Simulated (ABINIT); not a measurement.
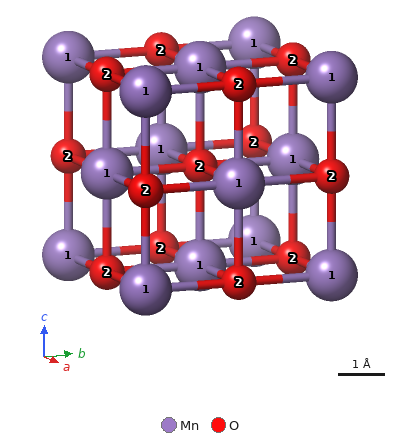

Fig. 1: The input geometry (ball-and-stick view of the cell 4 times as large as that of the calculation, set on its symmetry axes, seen slightly off an axis; atoms are numbered from 1 in the order of the input). An atom can appear more than once, as a periodic image. Near neighbours in the periodic cell (some may lie outside the picture): Mn has 6 O at 2.22 Å; O has 6 Mn at 2.22 Å.

**Run report: MnO, hubbard response calculation (part 1 of 4)**

System: MnO (Fm-3m, 2 atoms in the cell).
Method: Kohn-Sham DFT of a periodic cell, PBEsol, DFT+U, JTH PAW PBE v2.0, spin-polarised (ABINIT 10.8.3).

The structure derives from a Materials Project entry.

**Input**
```
# Datasets
ndtset 3

# Pseudopotentials
pp_dirpath "./"
pseudos "Mn.GGA_PBE-JTH.xml, O.GGA_PBE-JTH.xml"

# Structure
acell 3.1450804348 3.1450804348 3.1450804348 Angstrom
rprim
     0.0000000000     0.7071067812     0.7071067812
     0.7071067812     0.0000000000     0.7071067812
     0.7071067812     0.7071067812     0.0000000000
ntypat 2
znucl 25 8
natom 2
typat 1 2
xred
            0.0            0.0            0.0
            1/2            1/2            1/2

# Plane-wave basis
ecut 22.0
pawecutdg 44.0
pawxcdev 0

# k points
kptopt 2
ngkpt 5 5 5
nshiftk 1
shiftk 0.0 0.0 0.0

# Exchange and correlation
ixc -116133

# Bands and occupations
nband 16
occopt 3
tsmear 0.05 eV

# Spin
nsppol 2
spinat
     0.0000000000     0.0000000000     4.0000000000
     0.0000000000     0.0000000000     0.0000000000
nsym 1

# DFT+U
usepawu 1
lpawu 2 -1
upawu 0.0 0.0 eV
jpawu 0.0 0.0 eV
dmatpuopt 3

# SCF cycle
nstep 120
tolvrs 1.0e-9

# Output
prteig 0
prtebands 0
prtden 0
prtwf 0

# Linear response
irdwfk 1
macro_uj 1
pawujat 1
pawujv1 -0.1 eV
pawujv2 0.05 eV
pawujv3 0.1 eV
```

**File gs.abi**
```
# Pseudopotentials
pp_dirpath "./"
pseudos "Mn.GGA_PBE-JTH.xml, O.GGA_PBE-JTH.xml"

# Structure
acell 3.1450804348 3.1450804348 3.1450804348 Angstrom
rprim
     0.0000000000     0.7071067812     0.7071067812
     0.7071067812     0.0000000000     0.7071067812
     0.7071067812     0.7071067812     0.0000000000
ntypat 2
znucl 25 8
natom 2
typat 1 2
xred
            0.0            0.0            0.0
            1/2            1/2            1/2

# Plane-wave basis
ecut 22.0
pawecutdg 44.0
pawxcdev 0

# k points
kptopt 2
ngkpt 5 5 5
nshiftk 1
shiftk 0.0 0.0 0.0

# Exchange and correlation
ixc -116133

# Bands and occupations
nband 16
occopt 3
tsmear 0.05 eV

# Spin
nsppol 2
spinat
     0.0000000000     0.0000000000     4.0000000000
     0.0000000000     0.0000000000     0.0000000000
nsym 1

# DFT+U
usepawu 1
lpawu 2 -1
upawu 0.0 0.0 eV
jpawu 0.0 0.0 eV
dmatpuopt 3

# SCF cycle
nstep 120
tolvrs 1.0e-9

# Output
prteig 0
prtebands 0
prtden 0
```

Machine: 1 thread of Arm Neoverse V1, 112 GiB of memory available, shared host.

Launched with:
```bash
abinit gs.abi > log 2>&1
ln -s gso_WFK runi_DS1_WFK
ln -s gso_WFK runi_DS2_WFK
ln -s gso_WFK runi_DS3_WFK
abinit run.abi > log 2>&1
lruj runo_DS1_LRUJ.nc runo_DS2_LRUJ.nc runo_DS3_LRUJ.nc > lruj.log 2>&1
```

**Output**
```
.Version 10.8.3 of ABINIT
 DATASET    1 : space group P1 (#  1); Bravais aP (primitive triclinic)
================================================================================
 Values of the parameters that define the memory need for DATASET  1.
     intxc =       0    ionmov =       0      iscf =      17    lmnmax =      18
     lnmax =       6     mgfft =      27  mpssoang =       3    mqgrid =    3001
     natom =       2  nloc_mem =       2    nspden =       2   nspinor =       1
    nsppol =       2      nsym =       1    n1xccc =       1    ntypat =       2
    occopt =       3   xclevel =       2
       mpw =         739          nfft =       19683          nkpt =          63
 PAW method is used; the additional fine FFT grid is defined by:
   mgfftf=        36    nfftf =     46656
================================================================================
================================================================================

 DATASET    2 : space group P1 (#  1); Bravais aP (primitive triclinic)
================================================================================
 Values of the parameters that define the memory need for DATASET  2.
     intxc =       0    ionmov =       0      iscf =      17    lmnmax =      18
     lnmax =       6     mgfft =      27  mpssoang =       3    mqgrid =    3001
     natom =       2  nloc_mem =       2    nspden =       2   nspinor =       1
    nsppol =       2      nsym =       1    n1xccc =       1    ntypat =       2
    occopt =       3   xclevel =       2
       mpw =         739          nfft =       19683          nkpt =          63
 PAW method is used; the additional fine FFT grid is defined by:
   mgfftf=        36    nfftf =     46656
================================================================================
================================================================================

 DATASET    3 : space group P1 (#  1); Bravais aP (primitive triclinic)
================================================================================
 Values of the parameters that define the memory need for DATASET  3.
     intxc =       0    ionmov =       0      iscf =      17    lmnmax =      18
     lnmax =       6     mgfft =      27  mpssoang =       3    mqgrid =    3001
     natom =       2  nloc_mem =       2    nspden =       2   nspinor =       1
    nsppol =       2      nsym =       1    n1xccc =       1    ntypat =       2
    occopt =       3   xclevel =       2
       mpw =         739          nfft =       19683          nkpt =          63
 PAW method is used; the additional fine FFT grid is defined by:
   mgfftf=        36    nfftf =     46656
================================================================================
================================================================================

--------------------------------------------------------------------------------
------------- Echo of variables that govern the present computation ------------
--------------------------------------------------------------------------------
 -outvars: echo values of preprocessed input variables --------
            acell      5.9433406657E+00  5.9433406657E+00  5.9433406657E+00 Bohr
              amu      5.49380500E+01  1.59994000E+01
         atvshift1      -0.00367   -0.00367   -0.00367   -0.00367   -0.00367
                        -0.00367   -0.00367   -0.00367   -0.00367   -0.00367
                         0.00000    0.00000    0.00000    0.00000    0.00000
                         0.00000    0.00000    0.00000    0.00000    0.00000
         atvshift2       0.00184    0.00184    0.00184    0.00184    0.00184
                         0.00184    0.00184    0.00184    0.00184    0.00184
                         0.00000    0.00000    0.00000    0.00000    0.00000
                         0.00000    0.00000    0.00000    0.00000    0.00000
         atvshift3       0.00367    0.00367    0.00367    0.00367    0.00367
                         0.00367    0.00367    0.00367    0.00367    0.00367
                         0.00000    0.00000    0.00000    0.00000    0.00000
                         0.00000    0.00000    0.00000    0.00000    0.00000
           diemix      4.50000000E-01
        dmatpuopt           3
             ecut      2.20000000E+01 Hartree
           irdwfk           1
                       outvar_i_n : Printing only first  50 k-points.
              ixc     -116133
           jdtset        1    2    3
                       outvar_i_n : Printing only first  50 k-points.
           kptopt           2
         kptrlatt        5    0    0      0    5    0      0    0    5
          kptrlen      2.97167033E+01
            lpawu           2      -1
         macro_uj        1
            natom           2
            nband          16
        natvshift        5
           ndtset           3
            ngfft          27      27      27
          ngfftdg          36      36      36
             nkpt          63
           nspden           2
           nsppol           2
            nstep         120
             nsym           1
           ntypat           2
                       prtocc : prtvol=0, do not print more k-points.
                       1.000000  1.000000  1.000000  1.000000  1.000000  1.000000
                       1.000000  1.000000  1.000000  1.000000  1.000000  0.000000
                       0.000000  0.000000  0.000000  0.000000
                       1.000000  1.000000  1.000000  1.000000  1.000000  1.000000
                       1.000000  1.000000  1.000000  1.000000  1.000000  0.000000
                       0.000000  0.000000  0.000000  0.000000
                       1.000000  1.000000  1.000000  1.000000  1.000000  1.000000
                       1.000000  1.000000  1.000000  1.000000  1.000000  0.000000
                       0.000000  0.000000  0.000000  0.000000
                       1.000000  1.000000  1.000000  1.000000  1.000000  1.000000
                       1.000000  1.000000  1.000000  1.000000  1.000000  0.000000
                       0.000000  0.000000  0.000000  0.000000
                       1.000000  1.000000  1.000000  1.000000  1.000000  1.000000
                       1.000000  1.000000  1.000000  1.000000  1.000000  0.000000
                       0.000000  0.000000  0.000000  0.000000
                       1.000000  1.000000  1.000000  1.000000  1.000000  1.000000
                       1.000000  1.000000  1.000000  1.000000  1.000000  0.000000
                       0.000000  0.000000  0.000000  0.000000
                       1.000000  1.000000  1.000000  1.000000  1.000000  1.000000
                       1.000000  1.000000  1.000000  1.000000  1.000000  0.000000
                       0.000000  0.000000  0.000000  0.000000
                       1.000000  1.000000  1.000000  1.000000  1.000000  1.000000
                       1.000000  1.000000  1.000000  1.000000  1.000000  0.000000
                       0.000000  0.000000  0.000000  0.000000
                       1.000000  1.000000  1.000000  1.000000  1.000000  1.000000
                       1.000000  1.000000  1.000000  1.000000  1.000000  0.000000
                       0.000000  0.000000  0.000000  0.000000
                       1.000000  1.000000  1.000000  1.000000  1.000000  1.000000
                       1.000000  1.000000  1.000000  1.000000  1.000000  0.000000
                       0.000000  0.000000  0.000000  0.000000
                       1.000000  1.000000  1.000000  1.000000  1.000000  1.000000
                       1.000000  1.000000  1.000000  1.000000  1.000000  0.000000
                       0.000000  0.000000  0.000000  0.000000
                       1.000000  1.000000  1.000000  1.000000  1.000000  1.000000
                       1.000000  1.000000  1.000000  1.000000  1.000000  0.000000
                       0.000000  0.000000  0.000000  0.000000
                       1.000000  1.000000  1.000000  1.000000  1.000000  1.000000
                       1.000000  1.000000  1.000000  1.000000  1.000000  0.000000
                       0.000000  0.000000  0.000000  0.000000
                       1.000000  1.000000  1.000000  1.000000  1.000000  1.000000
                       1.000000  1.000000  1.000000  1.000000  0.000000  0.000000
                       0.000000  0.000000  0.000000  0.000000
                       1.000000  1.000000  1.000000  1.000000  1.000000  1.000000
                       1.000000  1.000000  1.000000  1.000000  0.000000  0.000000
                       0.000000  0.000000  0.000000  0.000000
                       1.000000  1.000000  1.000000  1.000000  1.000000  1.000000
                       1.000000  1.000000  1.000000  1.000000  0.000000  0.000000
                       0.000000  0.000000  0.000000  0.000000
                       1.000000  1.000000  1.000000  1.000000  1.000000  1.000000
                       1.000000  1.000000  1.000000  1.000000  0.000000  0.000000
                       0.000000  0.000000  0.000000  0.000000
                       1.000000  1.000000  1.000000  1.000000  1.000000  1.000000
                       1.000000  1.000000  1.000000  1.000000  0.000000  0.000000
                       0.000000  0.000000  0.000000  0.000000
                       1.000000  1.000000  1.000000  1.000000  1.000000  1.000000
                       1.000000  1.000000  1.000000  1.000000  0.000000  0.000000
                       0.000000  0.000000  0.000000  0.000000
                       1.000000  1.000000  1.000000  1.000000  1.000000  1.000000
                       1.000000  1.000000  1.000000  1.000000  0.000000  0.000000
                       0.000000  0.000000  0.000000  0.000000
                       1.000000  1.000000  1.000000  1.000000  1.000000  1.000000
                       1.000000  1.000000  1.000000  1.000000  0.000000  0.000000
                       0.000000  0.000000  0.000000  0.000000
                       1.000000  1.000000  1.000000  1.000000  1.000000  1.000000
                       1.000000  1.000000  1.000000  1.000000  0.000000  0.000000
                       0.000000  0.000000  0.000000  0.000000
                       1.000000  1.000000  1.000000  1.000000  1.000000  1.000000
                       1.000000  1.000000  1.000000  1.000000  0.000000  0.000000
                       0.000000  0.000000  0.000000  0.000000
                       1.000000  1.000000  1.000000  1.000000  1.000000  1.000000
                       1.000000  1.000000  1.000000  1.000000  0.000000  0.000000
                       0.000000  0.000000  0.000000  0.000000
                       1.000000  1.000000  1.000000  1.000000  1.000000  1.000000
                       1.000000  1.000000  1.000000  1.000000  0.000000  0.000000
                       0.000000  0.000000  0.000000  0.000000
                       1.000000  1.000000  1.000000  1.000000  1.000000  1.000000
                       1.000000  1.000000  1.000000  1.000000  0.000000  0.000000
                       0.000000  0.000000  0.000000  0.000000
                       1.000000  1.000000  1.000000  1.000000  1.000000  1.000000
                       1.000000  1.000000  1.000000  1.000000  0.000000  0.000000
                       0.000000  0.000000  0.000000  0.000000
                       1.000000  1.000000  1.000000  1.000000  1.000000  1.000000
                       1.000000  1.000000  1.000000  1.000000  0.000000  0.000000
                       0.000000  0.000000  0.000000  0.000000
                       1.000000  1.000000  1.000000  1.000000  1.000000  1.000000
                       1.000000  1.000000  1.000000  1.000000  0.000000  0.000000
                       0.000000  0.000000  0.000000  0.000000
                       1.000000  1.000000  1.000000  1.000000  1.000000  1.000000
                       1.000000  1.000000  1.000000  1.000000  0.000000  0.000000
                       0.000000  0.000000  0.000000  0.000000
                       1.000000  1.000000  1.000000  1.000000  1.000000  1.000000
                       1.000000  1.000000  1.000000  1.000000  0.000000  0.000000
                       0.000000  0.000000  0.000000  0.000000
                       1.000000  1.000000  1.000000  1.000000  1.000000  1.000000
                       1.000000  1.000000  1.000000  1.000000  0.000000  0.000000
                       0.000000  0.000000  0.000000  0.000000
                       1.000000  1.000000  1.000000  1.000000  1.000000  1.000000
                       1.000000  1.000000  1.000000  1.000000  0.000000  0.000000
                       0.000000  0.000000  0.000000  0.000000
                       1.000000  1.000000  1.000000  1.000000  1.000000  1.000000
                       1.000000  1.000000  1.000000  1.000000  0.000000  0.000000
                       0.000000  0.000000  0.000000  0.000000
                       1.000000  1.000000  1.000000  1.000000  1.000000  1.000000
                       1.000000  1.000000  1.000000  1.000000  0.000000  0.000000
                       0.000000  0.000000  0.000000  0.000000
                       1.000000  1.000000  1.000000  1.000000  1.000000  1.000000
                       1.000000  1.000000  1.000000  1.000000  0.000000  0.000000
                       0.000000  0.000000  0.000000  0.000000
                       1.000000  1.000000  1.000000  1.000000  1.000000  1.000000
                       1.000000  1.000000  1.000000  1.000000  0.000000  0.000000
                       0.000000  0.000000  0.000000  0.000000
                       1.000000  1.000000  1.000000  1.000000  1.000000  1.000000
                       1.000000  1.000000  1.000000  1.000000  0.000000  0.000000
                       0.000000  0.000000  0.000000  0.000000
                       1.000000  1.000000  1.000000  1.000000  1.000000  1.000000
                       1.000000  1.000000  1.000000  1.000000  0.000000  0.000000
                       0.000000  0.000000  0.000000  0.000000
                       1.000000  1.000000  1.000000  1.000000  1.000000  1.000000
                       1.000000  1.000000  1.000000  1.000000  0.000000  0.000000
                       0.000000  0.000000  0.000000  0.000000
                       1.000000  1.000000  1.000000  1.000000  1.000000  1.000000
                       1.000000  1.000000  1.000000  1.000000  0.000000  0.000000
                       0.000000  0.000000  0.000000  0.000000
                       1.000000  1.000000  1.000000  1.000000  1.000000  1.000000
                       1.000000  1.000000  1.000000  1.000000  0.000000  0.000000
                       0.000000  0.000000  0.000000  0.000000
                       1.000000  1.000000  1.000000  1.000000  1.000000  1.000000
                       1.000000  1.000000  1.000000  1.000000  0.000000  0.000000
                       0.000000  0.000000  0.000000  0.000000
                       1.000000  1.000000  1.000000  1.000000  1.000000  1.000000
                       1.000000  1.000000  1.000000  1.000000  0.000000  0.000000
                       0.000000  0.000000  0.000000  0.000000
                       1.000000  1.000000  1.000000  1.000000  1.000000  1.000000
                       1.000000  1.000000  1.000000  1.000000  0.000000  0.000000
                       0.000000  0.000000  0.000000  0.000000
                       1.000000  1.000000  1.000000  1.000000  1.000000  1.000000
                       1.000000  1.000000  1.000000  1.000000  0.000000  0.000000
                       0.000000  0.000000  0.000000  0.000000
                       1.000000  1.000000  1.000000  1.000000  1.000000  1.000000
                       1.000000  1.000000  1.000000  1.000000  0.000000  0.000000
                       0.000000  0.000000  0.000000  0.000000
                       1.000000  1.000000  1.000000  1.000000  1.000000  1.000000
                       1.000000  1.000000  1.000000  1.000000  0.000000  0.000000
                       0.000000  0.000000  0.000000  0.000000
                       1.000000  1.000000  1.000000  1.000000  1.000000  1.000000
                       1.000000  1.000000  1.000000  1.000000  0.000000  0.000000
                       0.000000  0.000000  0.000000  0.000000
                       1.000000  1.000000  1.000000  1.000000  1.000000  1.000000
                       1.000000  1.000000  1.000000  1.000000  0.000000  0.000000
                       0.000000  0.000000  0.000000  0.000000
                       prtocc : prtvol=0, do not print more k-points.
           occopt           3
        pawecutdg      4.40000000E+01 Hartree
           pawujv1    -3.6749322176E-03 Hartree
           pawujv2     1.8374661088E-03 Hartree
           pawujv3     3.6749322176E-03 Hartree
         pawxcdev           0
           prtden           0
        prtebands           0
           prteig           0
            prtwf           0
            rprim      0.0000000000E+00  7.0710678120E-01  7.0710678120E-01
                       7.0710678120E-01  0.0000000000E+00  7.0710678120E-01
                       7.0710678120E-01  7.0710678120E-01  0.0000000000E+00
          spgroup           1
           spinat      0.0000000000E+00  0.0000000000E+00  4.0000000000E+00
                       0.0000000000E+00  0.0000000000E+00  0.0000000000E+00
           tolvrs      1.00000000E-09
           tsmear      1.83746611E-03 Hartree
            typat      1  2
          usepawu           1
           useylm           1
```
